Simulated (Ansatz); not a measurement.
# SiO: what the fields show

```
Si O
1.0
     2.80697    0.00000    0.00000
     0.00000    2.80697    0.00000
     0.00000    0.00000    2.80697
Si O
1 1
Direct
  0.00000 0.00000 0.00000
  0.50000 0.50000 0.50000
```

Space group Pm-3m; a generated structure, not necessarily the stable one; computed pressure about −5 GPa in this cell.

Level of theory: Ansatz, Kohn-Sham DFT of a periodic cell, HSEsol, Ansatz PAW.

In a PAW calculation such maps are meaningful between the atoms, not at the nuclei.

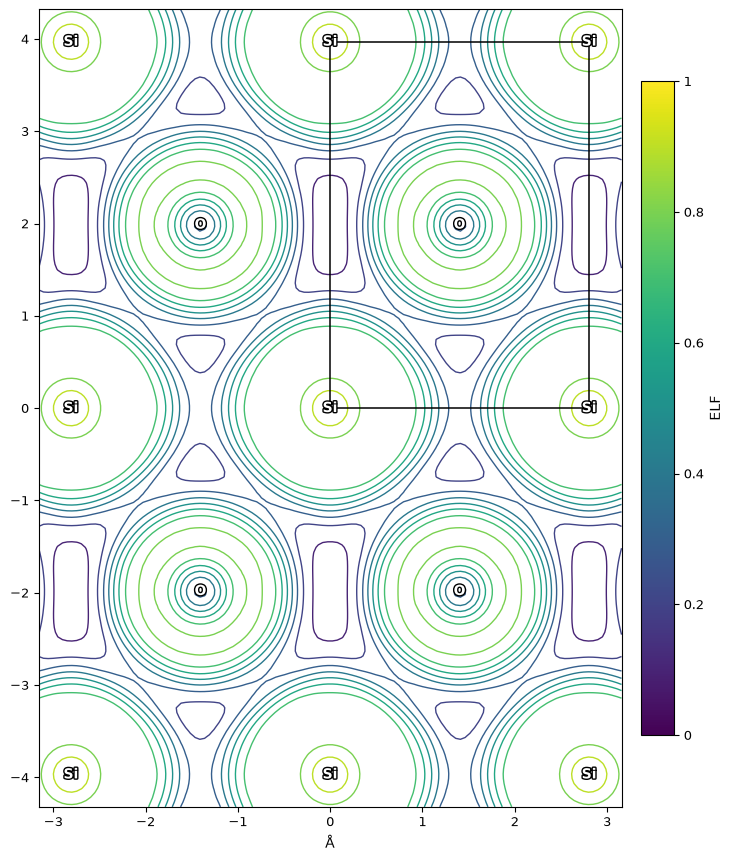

Figure 1. Electron localisation function on the (101) plane of the conventional cell.

> Describe what can be read from this map.

- The section cuts through Si and O sites.
- Si–O (2.43 Å): the ELF is about 0.30 at the midpoint; no localised pair shows between them.

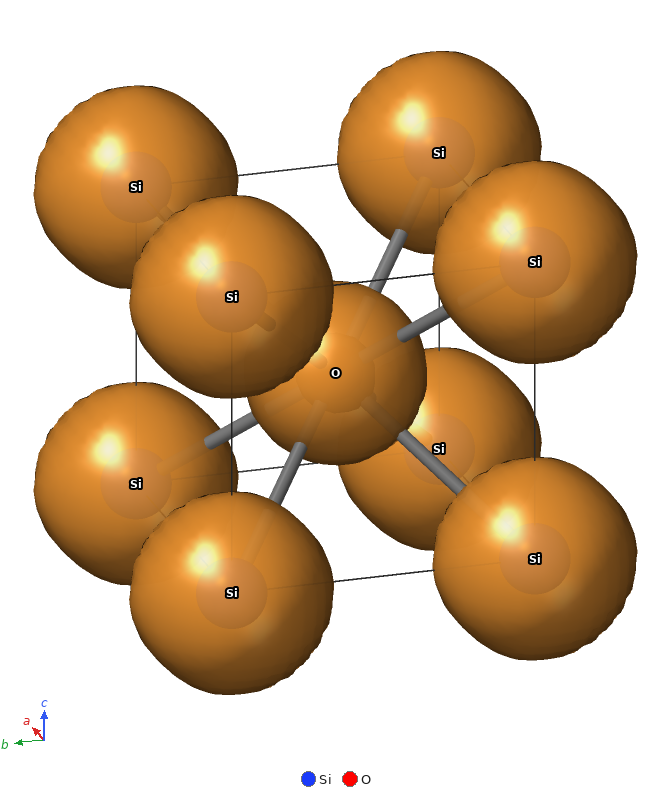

Figure 2. Isosurface of the ELF at 0.7 (orange), seen at an oblique angle. Only the valence region is drawn (cores and ρ < 0.01 e/Å³ removed). Sticks mark near contacts.

> Describe the localisation domains.

At this value the surface marks out one region wrapped around O (its valence shell) and one region wrapped around Si (its valence shell), counted in one cell of 2 atoms. Any copies at cell faces, edges or corners count once.

> Does the calculation make it a metal, or give it a gap?

It is gapped, with a Kohn–Sham gap of 0.96 eV on the k-point mesh, an upper bound to the gap of this method.
